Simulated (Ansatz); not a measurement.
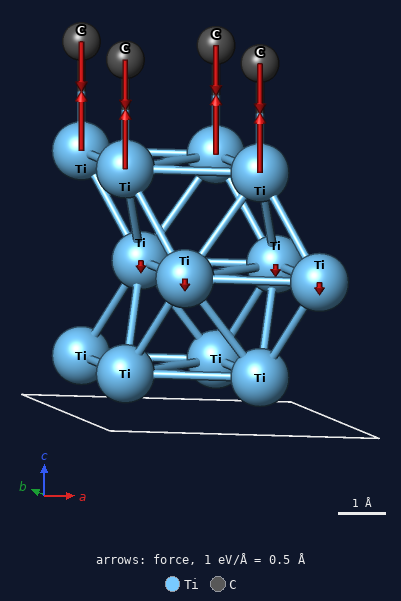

Starting geometry of a slab of composition Ti₃C (cut from the P6_3/mmc phase) with the computed forces as red arrows. The picture is a ball-and-stick view of the 2 × 2 repeat of the cell, outlined in the plane, without the vacuum, seen slightly off an axis.

Case: C put at a top Ti site. The slab is the (0 0 1) face of Ti with C on it. 1 atoms are held fixed.

Theory: DFT r2SCAN, scalar-relativistic, plane waves, PAW in Ansatz 0.2.0. (plane-wave cutoff 500 eV; k-point mesh 12 × 12 × 1; occupations gaussian; smearing width 0.1 eV; no spin polarisation; dipole correction; atoms relaxed in a fixed cell; force threshold 0.03 eV/Å; at most 70 steps)

**What follows when this structure is relaxed?**

It isn't relaxed: the largest force vector, on a Ti atom, is 2.64 eV/Å. The final displacements follow the starting forces only in part (cosine between the two patterns 0.81). The atom that moves furthest is the C atom (0.31 Å along the normal (−c)). Largest moves by element: C 0.31 Å, Ti 0.07 Å. The cell doesn't change. Some distances before and after: C–Ti 2.360 → 1.975 Å, Ti–Ti 2.786 → 2.881 Å, Ti–Ti 2.787 → 2.750 Å. The energy falls by 0.597 eV per cell of the calculation in 3 accepted moves (4 points after the start). Largest force component: 2.6 eV/Å at the start, 0.025 eV/Å at the end. 1 step only repeated the SCF at the same geometry.

Limits of the set-up: the periodic images lie only 2.9 Å apart, so the values are limited by the cell's size.
